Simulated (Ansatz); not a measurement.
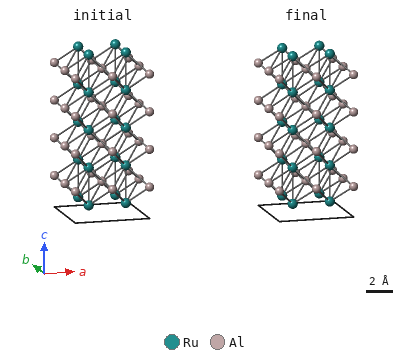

The structure of a slab of composition Al4Ru5 (cut from the Pm-3m phase) before (left) and after (right) a relaxation, at one scale.

The picture is a ball-and-stick view of the 2 × 2 repeat of the cell, outlined in the plane, without the vacuum, seen slightly off an axis.

Case: (1 0 0) slab, atoms relaxed. The slab is the (1 0 0) face of AlRu.

All numbers below come from DFT r2SCAN, scalar-relativistic, plane waves, PAW (Ansatz 0.2.0).

Input file:
```yaml
crystal:
  lattice:
    - [2.9826244074, 0.0, 0.0]
    - [0.0, 2.9826244074, 0.0]
    - [0.0, 0.0, 26.9304976294]
  atoms:
    - { symbol: Ru, position: [0.5, 0.5, 0.2784946681] }
    - { symbol: Al, position: [0.0, 0.0, 0.3338710011] }
    - { symbol: Ru, position: [0.5, 0.5, 0.3892473341] }
    - { symbol: Al, position: [0.0, 0.0, 0.444623667] }
    - { symbol: Ru, position: [0.5, 0.5, 0.5] }
    - { symbol: Al, position: [0.0, 0.0, 0.555376333] }
    - { symbol: Ru, position: [0.5, 0.5, 0.6107526659] }
    - { symbol: Al, position: [0.0, 0.0, 0.6661289989] }
    - { symbol: Ru, position: [0.5, 0.5, 0.7215053319] }
basis:
  ecutwfc: 500
kpoints:
  mp_grid: { grid: [12, 12, 1] }
hamiltonian:
  xc: r2scan
scf:
  occupations: { method: gaussian, width: 0.1 }
output:
  forces: true
  eigenvalues: true
  write_density: true
  write_potential: true
  elf: true
  volumetric_format: npy
relax:
  adjacent_minimum: "off"
  f_tol: 0.02
  max_steps: 60
efield:
  axis: 3
  dipole_correction: true
  ramp_width: 0.04
```

Launched with:
```bash
ansatz run input.yaml --threads 2 --pin off --max-ram 5120MiB --backend cpu --events-out ev --progress --plain --runs-dir out
```

What changed between the two?

Answer. The energy falls by 70.2 meV per cell of the calculation in 3 geometry steps. The largest force component goes from 0.61 to 0.0048 eV/Å. The largest moves, 0.12 Å, are those of Ru1 and Ru9. Ru1 goes along the normal (+c). Largest moves by element: Ru 0.12 Å, Al 0.04 Å. The cell stays as it was. Near-neighbour distances that change, for instance: Ru1–Ru3 2.983 → 2.866 Å, Al8–Ru9 2.583 → 2.538 Å, Al2–Ru3 2.583 → 2.561 Å, Al4–Ru5 2.583 → 2.570 Å. Bond angles that change, for instance: Al8–Ru9–Al8 109.5° → 112.4°. The run took 97 s on 2 threads of Intel(R) Xeon(R) 6975P-C (Granite Rapids), with other jobs on the host, peak memory 1.2 GiB.
